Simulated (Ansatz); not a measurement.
## Electronic structure of SiC₃ in real space

Input

```
crystal:
  lattice:
    - [1.5035378298, -3.5797896396, 0.0]
    - [1.5035378298, 3.5797896396, 0.0]
    - [0.0, 0.0, 7.8472407395]
  atoms:
    - { symbol: Si, position: [0.5, 0.5, 0.0] }
    - { symbol: C, position: [0.0, 0.0, 0.0] }
    - { symbol: C, position: [0.0, 0.5, 0.5] }
    - { symbol: C, position: [0.5, 0.0, 0.5] }
basis:
  ecutwfc: 420
kpoints:
  mp_grid: { grid: [16, 16, 6] }
hamiltonian:
  xc: pbe
scf:
  occupations: { method: gaussian, width: 0.1 }
output:
  forces: true
  stress: true
  eigenvalues: true
  write_density: true
  write_potential: true
  elf: true
  volumetric_format: npy
relax:
  adjacent_minimum: "off"
  f_tol: 0.01
  max_steps: 80
  cell: { stress_tol: 0.05 }
```

Run with:

```sh
ansatz run input.yaml --threads 1 --pin off --max-ram 2560MiB --backend cpu --events-out ev --progress --plain --runs-dir out
```

Below, planes, directions and counts refer to the conventional cell (a = 3.01 Å, b = 7.16 Å, c = 7.85 Å, α = 90.00°, β = 90.00°, γ = 90.00°).

The fields are those of the run's last geometry, not of the input's.

Space group Cmmm; a structure generated by program, which may or may not match a known phase.

Computed with DFT PBE, scalar-relativistic, plane waves, PAW in Ansatz.

The density is the valence pseudo-density of a PAW calculation; it isn't the true density close to the nuclei.

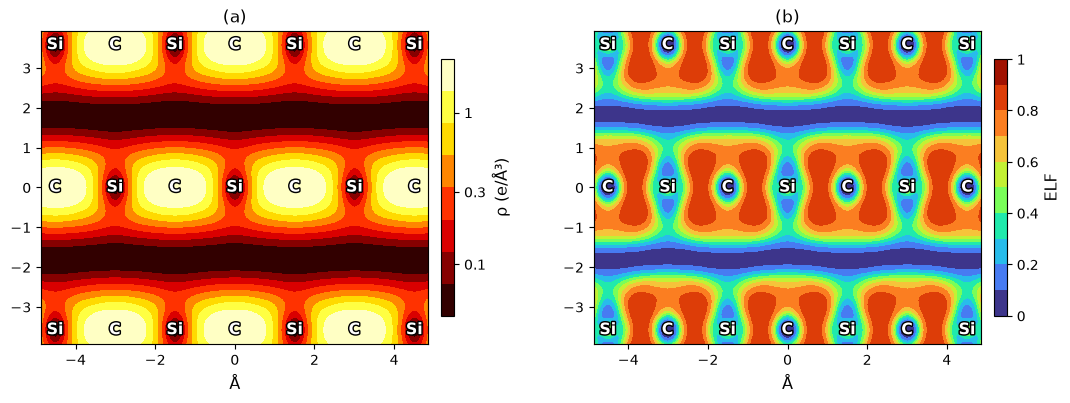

Figure 1. (a) valence electron density; (b) ELF on the (001) plane of the conventional cell.

Q: What does the map show?

A:
- The section cuts through Si and C sites.
- Si–C (1.50 Å): the density is about 1.5 e/Å³ at the midpoint; the ELF peaks at about 0.85 between the atoms.
- Between the atoms the lowest density in this plane is 0.05 e/Å³.

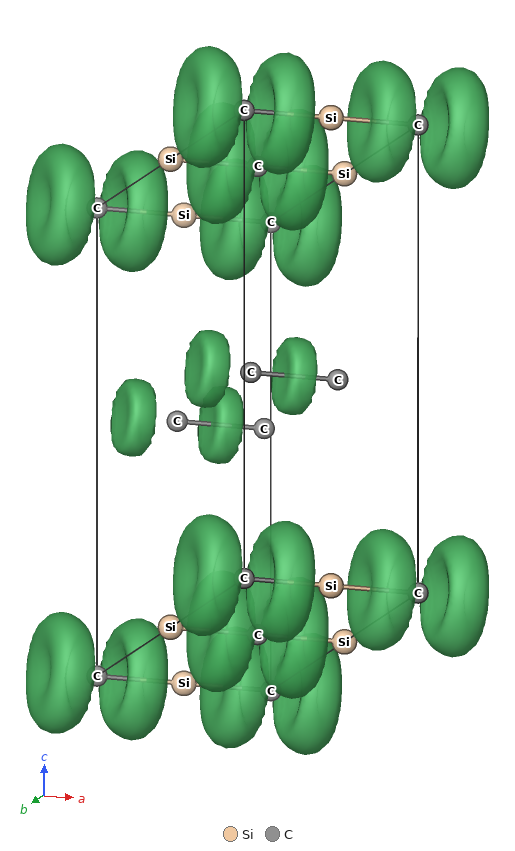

Figure 2. Isosurface of the electron localisation function at 0.8 (green), seen at an oblique angle. Only the valence region is drawn (cores and ρ < 0.01 e/Å³ removed). Sticks mark near contacts.

Q: Identify the bonds, lone pairs and shells in this picture.

A: The ELF exceeds this value in four regions between bonded C–C atoms and four regions between bonded C–Si atoms, counted in one cell of 8 atoms. Regions shared between cells count once.


 C–C (1.50 Å): the ELF peaks at about 0.85 between the atoms.

Q: Does the calculation make it a metal, or give it a gap?

A: It is gapless in this calculation (a metal or semimetal).
